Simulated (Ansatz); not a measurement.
A series of calculations on TaN

Part 1: Relaxation

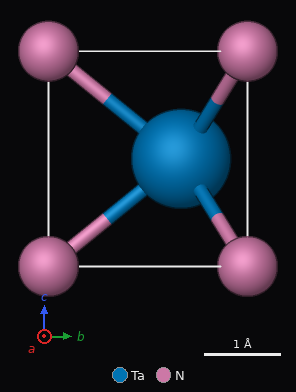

This is the input geometry for a relaxation of solid TaN (set up in P-6m2). A ball-and-stick model of the cell of the calculation, seen along the a axis.

Case: biaxial strain in the a-b plane of +3.0 %; c and atoms relaxed.

These are results of Ansatz 0.2.0, DFT r2SCAN, scalar-relativistic, plane waves, PAW, not measurements.

Input file:
```yaml
crystal:
  lattice:
    - [3.0242389571, 0.0, 0.0]
    - [-1.5121194785, 2.6190677639, 0.0]
    - [0.0, 0.0, 2.8326954187]
  atoms:
    - { symbol: Ta, position: [0.3333333333, 0.6666666667, 0.5] }
    - { symbol: "N", position: [0.0, 0.0, 0.0] }
basis:
  ecutwfc: 500
kpoints:
  mp_grid: { grid: [24, 24, 18] }
hamiltonian:
  xc: r2scan
scf:
  occupations: { method: gaussian, width: 0.1 }
output:
  forces: true
  stress: true
  eigenvalues: true
relax:
  adjacent_minimum: "off"
  f_tol: 0.008
  max_steps: 40
  cell: { stress_tol: 0.015, fix: [a, b, gamma] }
```

Launched with:
```bash
ansatz run input.yaml --threads 1 --pin off --max-ram 2560MiB --backend cpu --events-out ev --progress --plain --runs-dir out
```

Question: Where does the relaxation end?

Answer: After 3 accepted moves (4 points after the start) the energy has fallen by 2.1 meV per atom. All forces vanish by symmetry, so only the cell relaxes. Pressure: −11.92 GPa at the start and −14.83 GPa at the end. The SCF was repeated once at an unchanged geometry on a basis and grid sized afresh for the cell, which shifted the energy by less than 0.05 meV per atom at most. No atom moves by more than 0.005 Å relative to the cell. The volume changes by +0.9 %, with a = b unchanged at 3.024 Å, c 2.833 → 2.857 Å (+0.9 %). Among the contacts that change: Ta1–Ta1 2.833 → 2.857 Å, Ta1–N2 2.248 → 2.256 Å. The space group stays P-6m2 (No. 187).

The end point in the same view:

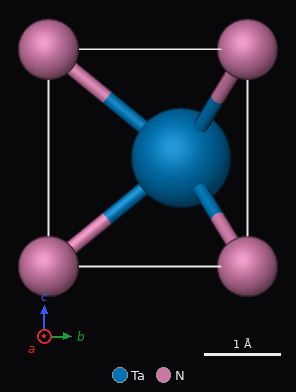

Part 2: Relaxation

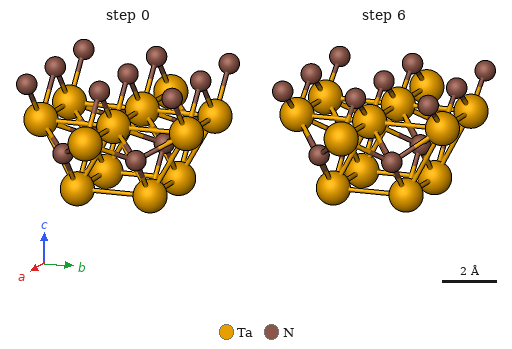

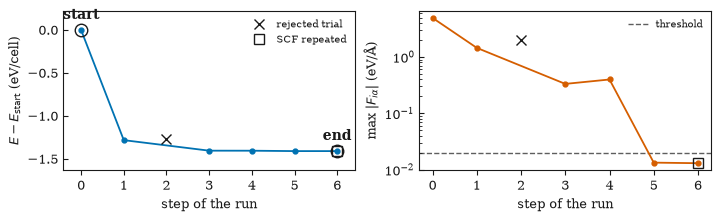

First and last geometry of a relaxation of a slab of composition TaN (cut from the P-6m2 phase), with the history of the run. Style: ball-and-stick. Shown: the atoms within 5.0 Å of the atom that moves most (axes of the 2 × 3 repeat of the cell, outlined in the plane, without the vacuum), slightly off an axis.

Case: (1 0 0) slab, atoms relaxed. The slab is the (1 0 0) face of TaN.

These are results of Ansatz, DFT PBE, scalar-relativistic, plane waves, PAW, not measurements.

The input:
```yaml
crystal:
  lattice:
    - [2.8977716015, 0.0, 0.0]
    - [0.0, 2.9501846798, 0.0]
    - [0.0, 0.0, 26.9230294331]
  atoms:
    - { symbol: Ta, position: [0.5, 0.5, 0.2785719199] }
    - { symbol: "N", position: [0.0, 0.5, 0.3418370857] }
    - { symbol: Ta, position: [0.5, 0.0, 0.3734696685] }
    - { symbol: "N", position: [0.0, 0.0, 0.4367348343] }
    - { symbol: Ta, position: [0.5, 0.5, 0.4683674171] }
    - { symbol: "N", position: [0.0, 0.5, 0.5316325829] }
    - { symbol: Ta, position: [0.5, 0.0, 0.5632651657] }
    - { symbol: "N", position: [0.0, 0.0, 0.6265303315] }
    - { symbol: Ta, position: [0.5, 0.5, 0.6581629143] }
    - { symbol: "N", position: [0.0, 0.5, 0.7214280801] }
basis:
  ecutwfc: 420
kpoints:
  mp_grid: { grid: [12, 12, 1] }
hamiltonian:
  xc: pbe
scf:
  occupations: { method: gaussian, width: 0.1 }
output:
  forces: true
  eigenvalues: true
  write_density: true
  write_potential: true
  elf: true
  volumetric_format: npy
relax:
  adjacent_minimum: "off"
  f_tol: 0.02
  max_steps: 60
efield:
  axis: 3
  dipole_correction: true
  ramp_width: 0.04
```

Launched with:
```bash
ansatz run input.yaml --threads 1 --pin off --max-ram 2560MiB --backend cpu --events-out ev --progress --plain --runs-dir out
```

Question: Read the history and describe the run.

Answer: It converged. The energy falls by 1.409 eV per cell of the calculation in 4 accepted moves (6 points after the start). The largest force component goes from 4.9 to 0.013 eV/Å. The line search rejected the trial step at point 2 of the run. 1 step only repeated the SCF at the same geometry. The largest move relative to the layer's centre is that of N10, 0.27 Å along the normal (−c). Largest moves by element: N 0.27 Å, Ta 0.19 Å. The cell stays as it was. Among the contacts that change: Ta9–N10 2.236 → 1.905 Å, Ta7–Ta9 2.950 → 3.093 Å, N8–Ta9 2.236 → 2.346 Å, Ta7–N8 2.236 → 2.167 Å. Among the angles between lasting bonds that change: Ta9–N10–Ta9 80.8° → 99.0°, Ta9–N8–Ta9 135.2° → 123.6°, Ta9–N8–Ta9 82.5° → 77.9°.

```tsv
step	E − E(0), meV/atom	largest force component, eV/Å	note
0	0.00	4.9262	
1	-128.12	1.4501	
2	-127.19	1.9945	rejected
3	-140.35	0.3331	
4	-140.40	0.3987	
5	-140.85	0.0134	
6	-140.85	0.0131	same geometry, SCF repeated
```

Part 3: A change

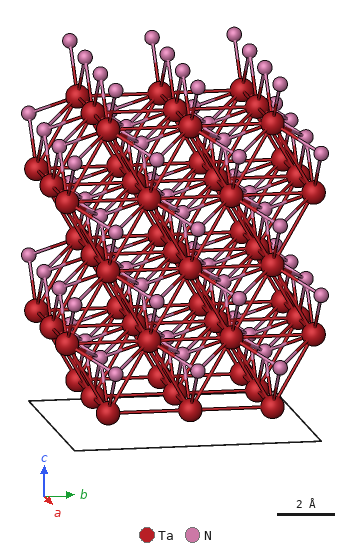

Reference structure: a (1 0 0) slab of TaN as cut from the relaxed bulk. The picture is a ball-and-stick view of the 3 × 3 repeat of the cell, outlined in the plane, without the vacuum, seen slightly off an axis.

These are results of DFT PBE, scalar-relativistic, plane waves, PAW in Ansatz 0.2.0, not measurements. Settings: plane-wave cutoff 420 eV; occupations gaussian; smearing width 0.1 eV; no spin polarisation. The k-mesh is chosen for each cell (12×12×13, 12×12×1).

The variant: The atoms of the slab are relaxed at the bulk's in-plane cell.

Input

The input is the one shown above.

What is the effect?

Answer. The surface energy (mean of the two faces) falls from 6.92 to 5.60 J/m². The top spacing, between the N and Ta planes, goes from 1.70 to 1.24 Å (−27.4 %), the bottom one (Ta to N) from 1.70 to 1.70 Å (−0.5 %). The lattice vectors keep their values. The largest move relative to the layer's centre is that of N10, 0.27 Å along the normal (−c). Largest moves by element: N 0.27 Å, Ta 0.19 Å. Some distances before and after: N–Ta 2.236 → 1.905 to 2.346 Å, Ta–Ta 2.950 → 2.937 to 3.093 Å.

Drawn alike, the variant:

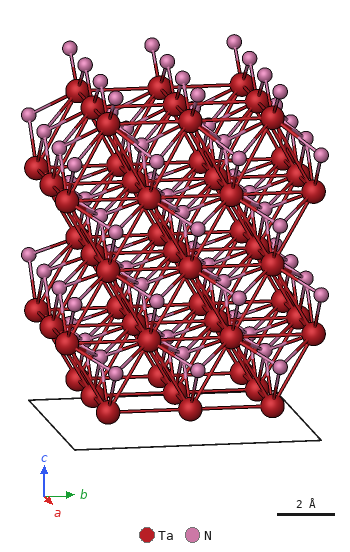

Part 4: Series

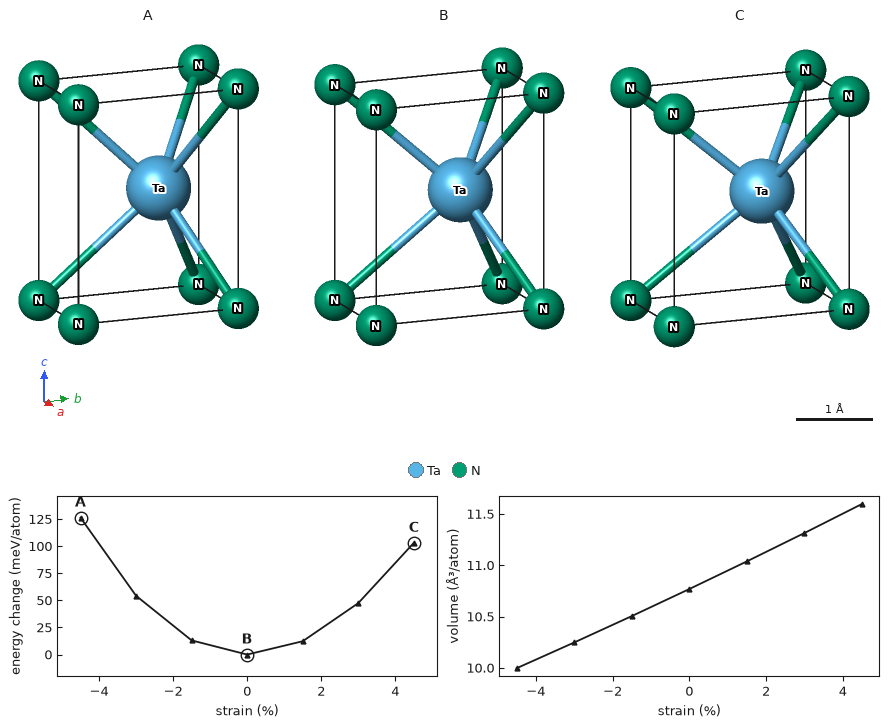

Members of a series of calculations on crystalline TaN (set up in P-6m2), marked on the first curve. The picture is a ball-and-stick view of the cell of the calculation, seen slightly off an axis.

Computed with DFT r2SCAN, scalar-relativistic, plane waves, PAW in Ansatz. Set-up: plane-wave cutoff 500 eV; k-point mesh 24 × 24 × 18; occupations gaussian; smearing width 0.1 eV; no spin polarisation.

Which kind of strain is it, and how does the structure respond?

Biaxial strain in the a–b plane, c and atoms relaxed. A (strain −4.5 %): energy change 126 meV/atom, volume 10.00 Å³ per atom. B (strain 0.0 %): energy change 0.0 meV/atom, volume 10.77 Å³ per atom. C (strain 4.5 %): energy change 103 meV/atom, volume 11.60 Å³ per atom. The rest compares A with C. Cell: a = b 2.804 → 3.068 Å (+9.4 %), c 2.936 → 2.845 Å (−3.1 %). Volume +16.0 %. Near-neighbour distances before and after: Ta–Ta 2.804 → 3.068 Å, Ta–Ta 2.936 → 2.845 Å, N–Ta 2.185 → 2.272 Å.
